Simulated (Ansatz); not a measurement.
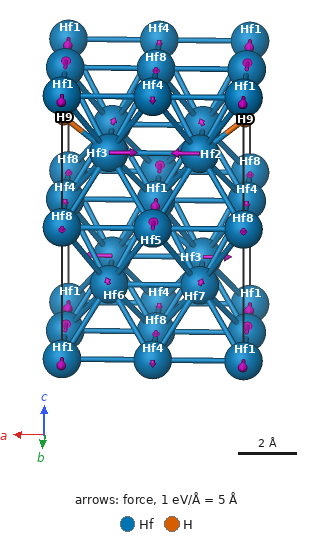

Starting geometry of a crystal of Hf$_{8}$H (set up in I-4m2) (coarse preliminary run) with the computed forces as purple arrows. Style: ball-and-stick. Shown: the conventional cell (2 times the calculation's cell), from a free direction. Lengths and directions refer to the drawn axes.

Case: 1 H put on empty site 2 of 8 host cells, relaxed.

Computed with DFT PBE, scalar-relativistic, plane waves, PAW in Ansatz. (plane-wave cutoff 420 eV; k-point mesh 4 × 4 × 4; occupations gaussian; smearing width 0.1 eV; no spin polarisation; cell and atoms relaxed; force threshold 0.0325 eV/Å; at most 70 steps)

What follows when this structure is relaxed?

Answer. It isn't relaxed: the largest force vector, on Hf atoms, is 0.21 eV/Å. The final displacements follow the starting forces only in part (cosine between the two patterns 0.65). The largest moves relative to the cell, 0.098 Å, are those of Hf4, Hf6, Hf7 and Hf8. Hf8 goes along [0 −1 −3]. H stays in place. The volume changes by −4.9 %, with a = b 6.344 → 6.395 Å (+0.8 %), c 9.681 → 9.059 Å (−6.4 %). Near-neighbour distances that change, for instance: Hf4–Hf6 3.432 → 3.163 Å, Hf1–Hf6 3.432 → 3.201 Å, Hf1–Hf5 3.172 → 3.303 Å, Hf1–Hf2 3.432 → 3.309 Å. Among the angles between lasting bonds that change: Hf1–H9–Hf5 101.4° → 109.3°, Hf1–H9–Hf2 113.7° → 109.6°. The space group stays I-4m2 (No. 119). Over 4 accepted moves (7 points after the start) the energy falls by 33.1 meV per atom. Largest force component: 0.15 eV/Å at the start, 0.0021 eV/Å at the end. The pressure goes from −4.33 to −0.03 GPa. The line search rejected the trial steps at points 1, 4 of the run. The SCF was repeated once at an unchanged geometry on a basis and grid sized afresh for the cell, which shifted the energy by 0.3 meV per atom at most.
